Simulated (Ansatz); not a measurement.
Consider Pd.

```
Pd
1.0
     1.91353   -1.91353    0.00000
     1.91353    1.91353    0.00000
     0.00000    0.00000    4.01840
Pd
2
Cartesian
  0.0000 0.0000 0.0000
  1.9135 0.0000 2.0092
```

Space group I4/mmm.

The calculation used DFT PBEsol, scalar-relativistic, plane waves, PAW in Ansatz.

### What can the converged valence pseudo-density and electron localisation function tell about the bonding?

Pd–Pd (2.71 Å): ρ is about 0.32 e/Å³ halfway; the ELF is about 0.20 at the midpoint; no shared electron pair shows on this line.
Pd–Pd (2.77 Å): ρ is about 0.29 e/Å³ halfway; the ELF is about 0.20 at the midpoint: no shared electron pair shows on this line.

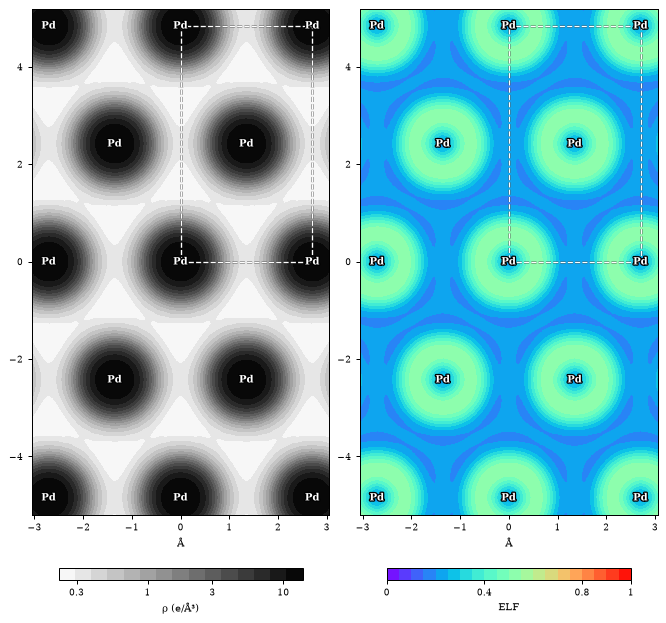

Computed valence pseudo-density and electron localisation function on the (011̄) plane of the conventional cell, in this order. 

Core electrons are frozen (PAW), and the valence fields are smoothed inside the atomic spheres.
